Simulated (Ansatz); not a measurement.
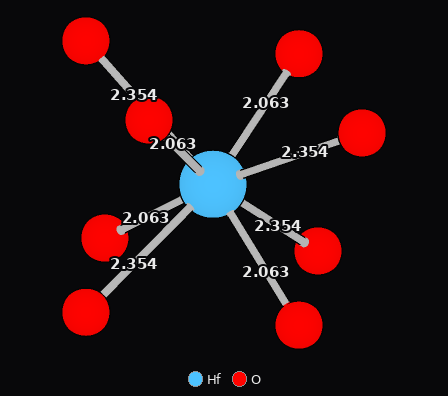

The surroundings of site Hf1 (at 0.500, 0.500, 0.500) in HfO₂ (P4_2/nmc, No. 137), with bond lengths in Å.

Source of the atomic positions: the geometry relaxed in a fixed cell with Ansatz 0.2.0, DFT PBE, scalar-relativistic, plane waves, PAW.

```yaml
crystal:
  lattice:
    - [3.55802, 0.00000, 0.00000]
    - [0.00000, 3.55802, 0.00000]
    - [0.00000, 0.00000, 5.17186]
  atoms:
    - { symbol: Hf, position: [0.50000, 0.50000, 0.50000] }
    - { symbol: Hf, position: [0.00000, 0.00000, 0.00000] }
    - { symbol: O, position: [0.00000, 0.50000, 0.70182] }
    - { symbol: O, position: [0.50000, 0.00000, 0.79818] }
    - { symbol: O, position: [0.50000, 0.00000, 0.29818] }
    - { symbol: O, position: [0.00000, 0.50000, 0.20182] }
```

Bond valence s = exp((R0 − d)/b), R0 fitted to published crystal structures with b = 0.37 Å; R0 in Å: Hf4+–O 1.921.

> Calculate the bond-valence sum of Hf1 from the bonds drawn.

4 × 0.681 + 4 × 0.310 = 3.97 v.u., against a formal valence of 4: a close match.

> And over the whole structure?

```
site              x, y, z  formal valence  bond-valence sum  difference
 Hf1  0.500, 0.500, 0.500              +4              4.02        0.02
  O1  0.000, 0.500, 0.702              −2              2.01        0.01
```

These sums include all anions within 5 Å. The global instability index (root mean square of the differences over all atoms) is 0.01 v.u.: little strain. Cells relaxed with PBE tend to have slightly long bonds, which lowers the sums.
